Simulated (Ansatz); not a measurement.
**Run report: AgCl, band-structure calculation (part 1 of 2)**

AgCl (Cmcm, 4 atoms in the cell), computed with DFT, HSE06, plane waves, PAW, no spin polarisation (Ansatz 0.2.0).

The structure derives from a Materials Project entry. The geometry comes from this level: r2SCAN (a point of a series of strains). It belongs to a series of runs on one base structure; here: hydrostatic strain +5.9%.

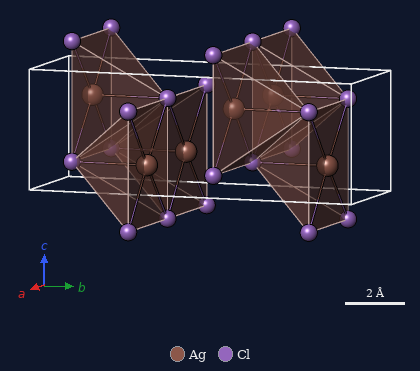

Figure 1. The structure (polyhedral view of the cell 2 times as large as that of the calculation, set on its symmetry axes, seen slightly off an axis; polyhedra are completed across the faces of the cell). An atom can appear more than once, as a periodic image.

## Input file
```yaml
crystal:
  lattice:
    - [1.973252345, -5.8843150341, 0.0]
    - [1.973252345, 5.8843150341, 0.0]
    - [0.0, 0.0, 4.1750236408]
  atoms:
    - { symbol: Ag, position: [0.3647980207, 0.6352019793, 0.75] }
    - { symbol: Ag, position: [0.6352019793, 0.3647980207, 0.25] }
    - { symbol: Cl, position: [0.8677809837, 0.1322190163, 0.25] }
    - { symbol: Cl, position: [0.1322190163, 0.8677809837, 0.75] }
kpoints:
  mp_grid: { grid: [6, 6, 4] }
  band_path:
    path:
      - [0.0, 0.0, 0.0]
      - [-0.5, 0.5, 0.0]
      - [-0.2781134039, 0.7218865961, 0.0]
      - [0.2781134039, 0.2781134039, 0.0]
      - [0.0, 0.0, 0.5]
      - [0.2781134039, 0.2781134039, 0.5]
      - [-0.2781134039, 0.7218865961, 0.5]
      - [-0.5, 0.5, 0.5]
      - [0.0, 0.5, 0.0]
      - [0.244792, 0.242188, 0.0]
    npoints: 1
hamiltonian:
  xc: hse06
scf:
  occupations: { method: fixed }
  n_extra_bands: 5
output:
  forces: true
  stress: true
  eigenvalues: true
  write_density: true
  write_potential: true
  elf: true
  volumetric_format: npy
```

Machine: 4 threads of Arm Neoverse V2, 24 GiB of memory available, shared host.

Run as:
```bash
ansatz run input.yaml --threads 4 --pin off --max-ram 4608MiB --backend cpu --events-out ev --progress --plain --runs-dir out
```

## The program's output
```
Warning: output.stress: scf.convergence.dr2_threshold = 1e-7 eV (the SCF's general default) is looser than the 4e-10 eV advised for a printed stress (1e-10 eV for each atom of the cell: 4). What an SCF threshold leaves in a stress goes as its square root, and in the free energy as the threshold itself, and one threshold admits the most on a small cell: of the crystals measured, under no hybrid functional and no lock of the moments, on runs that ended without the residual-converged pass, on stresses that held no estimate of that error, the worst erred by over 100 MPa in a component at 1e-7 eV an atom and by under 5 at 1e-10. Set scf.convergence.dr2_threshold to 4e-10 eV or tighter. The threshold is an SCF's pass mark: one that does not reach it within its budget of iterations ends unconverged, or closes short of it on a stop that the run arms, and scf.convergence.dr2_threshold's page says what that costs each kind of run
Warning: output.stress: scf.exx.energy_threshold = 1e-6 eV is looser than the 4e-8 eV advised for a stress under a hybrid functional (1e-8 eV for each atom of the cell: 4). Every SCF of the exchange loop can meet its threshold on dr2 while the loop round them stops early: no threshold on dr2 bounds what that leaves in the stress. Set scf.exx.energy_threshold to 4e-8 eV or tighter. The threshold is the loop's pass mark: a loop that does not reach it within its budget of cycles ends unconverged, and scf.exx.energy_threshold's page has the law
scf.n_extra_bands = 5 over 26 filled bands (N_el = 52.0): the run solves 31 bands
Engine: ansatz 0.2.0, aarch64-unknown-linux-gnu
Pseudopotentials: kind: paw
Pseudopotential: Ag, paw, valence charge 19, recommended cutoff 420 eV (normal), Ag.paw.azcp
Pseudopotential: Cl, paw, valence charge 7, recommended cutoff 420 eV (normal), Cl.paw.azcp
Functional definition: HSE06
  parameter a = 0.25
  parameter omega = 0.11/bohr
  exchange = pbe_x - a*pbe_x_sr(omega) + a*exact_x_sr(omega)
  correlation = pbe_c
davidson cushion auto → on  (no smearing: the cushion is to keep the highest requested band from converging to the state above it; pin scf.eigensolver.cushion to override)
Crystal: 4 atoms, lattice volume = 96.954 Å³
Basis set: ecut = 420 eV, 1905 PW (Γ), exchange–correlation on 90×90×60 points (8 copies of the dense FFT grid, shifted against one another)
Bands: 31, of which v1, the nominal top of the filled ones, is band 26 counted from 1 (25 counted from 0)
Symmetry: 8 space group operations
Space group: Cmcm (ITA 63), of the structure as read, at distance tolerance 4.6e-5 Å
k-points: 39 of 144
Non-local potential: Ag, projectors of the file, l = 0: 3, l = 1: 2, l = 2: 2, l = 3: 1
Non-local potential: Cl, projectors of the file, l = 0: 2, l = 1: 2, l = 2: 2
PAW form: soft (Blöchl's): semilocal exchange-correlation on the pseudo side does not see the compensation charge
PAW frozen core: Ag, regenerated for the run's functional, and the local potential with it (the file was generated under x = pbe(κ = 0.804, μ = 0.2195149727645171), c = pbe(β = 0.06672455060314922))
PAW frozen core: Cl, regenerated for the run's functional, and the local potential with it (the file was generated under x = pbe(κ = 0.804, μ = 0.2195149727645171), c = pbe(β = 0.06672455060314922))
PAW one-centre angular grid: Ag, 590 points (default); XC on 96 Gauss nodes
PAW one-centre angular grid: Cl, 110 points (default); XC on 64 Gauss nodes
Initial density: superposition of atomic densities (neutral atoms: chi_scale 0, normalization atom), corrected by the library's trained network
Initial wavefunctions: pseudopotential atomic-orbital guess
Functional: x = pbe(κ = 0.804, μ = 0.2195149727645171), c = pbe(β = 0.06672455060314922), warm-up for x = pbe(κ = 0.804, μ = 0.2195149727645171) + 0.25 (exact − pbe) at short range (hse, ω = 0.20786987370883472 Å⁻¹), c = pbe(β = 0.06672455060314922); HSE06 as pw.x's `hse` composes it (authors' and Libxc's form: `xc: wpbeh`)
SCF iter   1: F=—  HF=-17341.509439 eV  |F-HF|=—  |Δ(HF+E_count)|=         —  Δρ=1.36e-3  dr2=1.45e-3  ethr=1.77e-3  ⟨swp⟩=8.0  Hψ=5155  notcnv=0
preconditioner: auto → none  [insulator: Δε(μ)=0.605 eV  Ē_g=9.200 eV  n_scr=26 (ndim 8)  ℏωp=22.6 eV  f_vac=0.020]
iter 2 solved again at ethr=1.84e-7 eV; its pass at ethr=2.78e-6 eV (dr2=9.57e-5 eV) is discarded
SCF iter   2: F=—  HF=-17341.509586 eV  |F-HF|=—  |Δ(HF+E_count)|=   1.47e-4  Δρ=3.53e-4  dr2=9.50e-5  ethr=1.84e-7  ⟨swp⟩=2.3  Hψ=6765  notcnv=0  defer=1
SCF iter   3: F=-17341.509641 eV  HF=-17341.509617 eV  |F-HF|=2.41e-5  |Δ(HF+E_count)|=   3.03e-5  Δρ=1.74e-4  dr2=1.41e-5  ethr=1.83e-7  ⟨swp⟩=3.0  Hψ=3464  notcnv=0  defer=1
SCF 1 stopped early in 3 iterations: F = -17341.509641 eV  dr2 = 1.41e-5
  greatest PAW one-centre occupation: 1.000 electrons in one spin orbital (limit 2), on the Ag atom at site 1 (counted from 0), in its partial waves of l = 0
Initial density: handed on by an earlier stage of this run
Initial wavefunctions: those handed on with the density
Functional: x = pbe(κ = 0.804, μ = 0.2195149727645171) + 0.25 (exact − pbe) at short range (hse, ω = 0.20786987370883472 Å⁻¹), c = pbe(β = 0.06672455060314922); HSE06 as pw.x's `hse` composes it (authors' and Libxc's form: `xc: wpbeh`)
Exchange kernel: α = 0.2500, screened, ω = 0.2079 Å⁻¹, Wigner–Seitz truncation, v(0) = 1043.9499 eV·Å³, q-mesh 6×6×4, nearest image of the exchange supercell L = 16.70 Å, pair-density grid 27×27×20, without the augmentation charges, whose exchange is taken in its separable form by FFT convolution over the k-point mesh (sized by the pseudopotential files, 27×45×30 at the most), smooth part of the exact exchange by density-matrix convolution
Frozen-core exchange: fock
SCF iter   1: F=—  HF=-17349.825783 eV  |F-HF|=—  |Δ(HF+E_count)|=         —  Δρ=8.98e-3  dr2=8.51e-2  ethr=2.71e-7  ⟨swp⟩=7.1  Hψ=6434  notcnv=0
preconditioner: auto → none  [insulator: Δε(μ)=2.097 eV  Ē_g=11.218 eV  n_scr=26 (ndim 8)  ℏωp=22.6 eV  f_vac=0.020]
SCF iter   2: F=—  HF=-17349.803313 eV  |F-HF|=—  |Δ(HF+E_count)|=   2.25e-2  Δρ=3.54e-3  dr2=8.84e-3  ethr=2.71e-7  ⟨swp⟩=5.1  Hψ=5242  notcnv=0
SCF iter   3: F=—  HF=-17349.819550 eV  |F-HF|=—  |Δ(HF+E_count)|=   1.62e-2  Δρ=2.04e-3  dr2=3.46e-3  ethr=2.71e-7  ⟨swp⟩=4.5  Hψ=4826  notcnv=0
SCF iter   4: F=—  HF=-17349.818780 eV  |F-HF|=—  |Δ(HF+E_count)|=   7.70e-4  Δρ=7.53e-4  dr2=3.72e-4  ethr=2.71e-7  ⟨swp⟩=4.0  Hψ=3979  notcnv=0
SCF iter   5: F=—  HF=-17349.819265 eV  |F-HF|=—  |Δ(HF+E_count)|=   4.85e-4  Δρ=3.27e-4  dr2=1.08e-4  ethr=2.71e-7  ⟨swp⟩=3.9  Hψ=3638  notcnv=0
SCF iter   6: F=-17349.819232 eV  HF=-17349.819232 eV  |F-HF|=7.37e-8  |Δ(HF+E_count)|=   3.22e-5  Δρ=3.44e-5  dr2=4.62e-6  ethr=2.01e-7  ⟨swp⟩=3.0  Hψ=3287  notcnv=0
SCF 2 stopped early in 6 iterations: F = -17349.819232 eV  dr2 = 4.62e-6
  Residual-converged pass: ⟨swp⟩=3.4  Hψ=3531  notcnv=0  max |occ|·‖R‖ = 6.4e-6 eV (tolerance 6.7e-6 eV)  dr2=4.63e-6  dr2_onsite=5.29e-8  max |Δocc| = 0.0e0
  greatest PAW one-centre occupation: 1.001 electrons in one spin orbital (limit 2), on the Ag atom at site 1 (counted from 0), in its partial waves of l = 1
hybrid outer 1: dexx = +2.052e-2 eV, tail = 3.84e-5 eV
Exchange kernel: α = 0.2500, screened, ω = 0.2079 Å⁻¹, Wigner–Seitz truncation, v(0) = 1043.9499 eV·Å³, q-mesh 6×6×4, nearest image of the exchange supercell L = 16.70 Å, pair-density grid 27×27×20, without the augmentation charges, whose exchange is taken in its separable form by FFT convolution over the k-point mesh (sized by the pseudopotential files, 27×45×30 at the most), smooth part of the exact exchange by density-matrix convolution
Frozen-core exchange: fock
SCF iter   1: F=—  HF=-17349.819274 eV  |F-HF|=—  |Δ(HF+E_count)|=         —  Δρ=4.75e-5  dr2=6.78e-7  ethr=3.69e-7  ⟨swp⟩=3.1  Hψ=3120  notcnv=0
preconditioner: auto → none  [insulator: Δε(μ)=2.077 eV  Ē_g=11.137 eV  n_scr=26 (ndim 8)  ℏωp=22.6 eV  f_vac=0.031]
SCF iter   2: F=—  HF=-17349.819274 eV  |F-HF|=—  |Δ(HF+E_count)|=   5.89e-8  Δρ=1.88e-5  dr2=1.62e-7  ethr=1.25e-9  ⟨swp⟩=3.5  Hψ=3591  notcnv=0
SCF iter   3: F=—  HF=-17349.819274 eV  |F-HF|=—  |Δ(HF+E_count)|=   1.15e-8  Δρ=4.57e-6  dr2=5.76e-8  ethr=2.56e-10  ⟨swp⟩=3.0  Hψ=3499  notcnv=0
SCF iter   4: F=—  HF=-17349.819274 eV  |F-HF|=—  |Δ(HF+E_count)|=   1.70e-7  Δρ=3.34e-6  dr2=1.45e-8  ethr=6.59e-11  ⟨swp⟩=4.7  Hψ=3668  notcnv=0  defer=11
SCF iter   5: F=-17349.819274 eV  HF=-17349.819274 eV  |F-HF|=1.46e-11  |Δ(HF+E_count)|=   4.61e-9  Δρ=7.12e-7  dr2=6.09e-10  ethr=2.56e-11  ⟨swp⟩=3.1  Hψ=3358  notcnv=0
SCF 3 converged in 5 iterations: F = -17349.819274 eV  dr2 = 6.09e-10
  Residual-converged pass: ⟨swp⟩=3.0  Hψ=2751  notcnv=0  max |occ|·‖R‖ = 6.0e-7 eV (tolerance 6.2e-7 eV)  dr2=6.26e-10  dr2_onsite=3.18e-11  max |Δocc| = 0.0e0
hybrid outer 2: dexx = +4.719e-7 eV, tail = 2.91e-8 eV, Δε = 1.96e-3 eV (about 5.67e-5 eV left of the loop's levels), ΔF = 7.88e-3 eV/Å (tail 1.11e-3)
Exchange kernel: α = 0.2500, screened, ω = 0.2079 Å⁻¹, Wigner–Seitz truncation, v(0) = 1043.9499 eV·Å³, q-mesh 6×6×4, nearest image of the exchange supercell L = 16.70 Å, pair-density grid 27×27×20, without the augmentation charges, whose exchange is taken in its separable form by FFT convolution over the k-point mesh (sized by the pseudopotential files, 27×45×30 at the most), smooth part of the exact exchange by density-matrix convolution
Frozen-core exchange: fock
SCF iter   1: F=—  HF=-17349.819274 eV  |F-HF|=—  |Δ(HF+E_count)|=         —  Δρ=2.17e-6  dr2=2.51e-9  ethr=2.79e-10  ⟨swp⟩=4.3  Hψ=3132  notcnv=0
SCF iter   2: F=-17349.819274 eV  HF=-17349.819274 eV  |F-HF|=7.28e-12  |Δ(HF+E_count)|=  6.91e-10  Δρ=4.18e-7  dr2=1.50e-10  ethr=4.06e-12  ⟨swp⟩=3.2  Hψ=3288  notcnv=0
SCF 4 converged in 2 iterations: F = -17349.819274 eV  dr2 = 1.50e-10
  Residual-converged pass: ⟨swp⟩=2.9  Hψ=2665  notcnv=0  max |occ|·‖R‖ = 6.2e-7 eV (tolerance 6.2e-7 eV)  dr2=1.47e-10  dr2_onsite=6.96e-12  max |Δocc| = 0.0e0
```

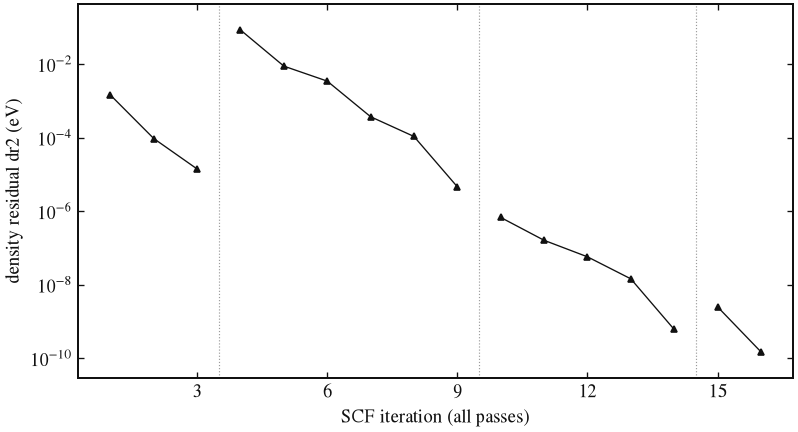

Figure 2. Convergence of the self-consistent field: density residual dr2 against the SCF iteration. The run starts with a semilocal functional; after that each stretch between dotted lines is one SCF of the hybrid functional between two exact rebuilds of the exchange operator by the outer loop. Early passes are stopped at a loose threshold. The passes take 3, 6, 5 and 2 iterations.

```
hybrid outer 3: dexx = +7.468e-10 eV, tail = 3.34e-10 eV, Δε = 1.49e-4 eV (about 1.92e-5 eV left of the loop's levels), ΔF = 4.45e-4 eV/Å (tail 2.68e-4)
NSCF: frozen V_eff on 10 k-points
hybrid SCF converged: 3 outer / 13 inner (+3 warm-up), last move |dexx| = 7.47e-10 eV, tail = 3.34e-10 eV
Stability not checked: this state was not tested for a lower state beside it, because the functional holds exact exchange (a hybrid, or Hartree-Fock), whose exchange loop this test does not read (fock_operator; see scf.lower_state_search)
Free energy (F): -17349.819274 eV
Frozen-core exchange: fock
Harris-Foulkes:  -17349.819274 eV  (|F-HF|=7.28e-12)
Internal energy: -17349.819274 eV  (E = F + TS)
E sigma→0 (E₀):  -17349.819274 eV
Fermi energy:    5.187274 eV
--- Per-component energies (eV) ---
  E_band       = -917.664128
  E_kinetic    = 1377.801203
  E_local      = -6875.893820  (includes V_loc(G=0)·N_el)
  E_nonlocal   = 228.259792
  E_hartree    = 3009.400756
  E_xc         = -462.234214
  E_vxc        = -559.716207  (∫ρ·V_xc dr)
  E_exx        = -190.952512  (= α·E_x^exact, valence–valence)
  E_paw        = -9065.526589  (= ΣΔE_a)
  E_vpaw       = -725.012661  (= ΣTr[D̂ρ^β])
  E_aug_tail   = 0.000806  (compensation charges beyond the density's cutoff)
  E_ewald      = -5369.294706
  E_core_change = -1.379991  (= ΣΔE_core)
  E_smearing   = -0.000000  (= −TS)
  E_closure    = 0.000000  (closes the sum)
  Σ components = -17349.819274   (vs F -17349.819274, Δ=0.00e0)
--- Forces (eV/Å), atoms counted from 1 ---
  atom   1  Ag     0.00000000     0.05134222     0.00000000
  atom   2  Ag     0.00000000    -0.05134222     0.00000000
  atom   3  Cl     0.00000000     0.00706960     0.00000000
  atom   4  Cl     0.00000000    -0.00706960     0.00000000
  max |Σ_I F_I| component: 0.00e0 eV/Å
--- Stress (GPa, compression-positive) ---
       -3.889886       0.000000       0.000000
        0.000000      -0.645389       0.000000
        0.000000       0.000000      -3.871175
  P = ⅓ Tr σ = -2.8022 GPa (-28.022 kbar)
--- Band table (eV; the first three rows and the last of 39) ---
  k-point 0: bands = ["-88.5586", "-88.5584", "-50.8188", "-50.8156", "-50.7953", "-50.7946", "-50.7942", "-50.7937", "-10.3375", "-9.9404", "1.3982", "2.2861", "2.3168", "2.4122", "2.4142", "2.4759", "2.4972", "2.5716", "2.6368", "2.7525", "2.7751", "2.8105", "3.4181", "3.5080", "3.6159", "4.0873", "7.2642", "9.7157", "14.0399", "15.1012", "16.5724"]
  k-point 1: bands = ["-88.5586", "-88.5585", "-50.8183", "-50.8161", "-50.7953", "-50.7946", "-50.7943", "-50.7942", "-10.2224", "-9.9358", "1.4263", "1.4446", "1.7223", "1.7358", "1.7360", "2.0790", "2.5514", "2.6715", "2.7367", "2.7904", "3.0287", "3.1649", "3.4640", "4.2294", "4.3440", "4.4346", "8.7079", "10.8157", "13.7063", "14.1308", "15.3499"]
```
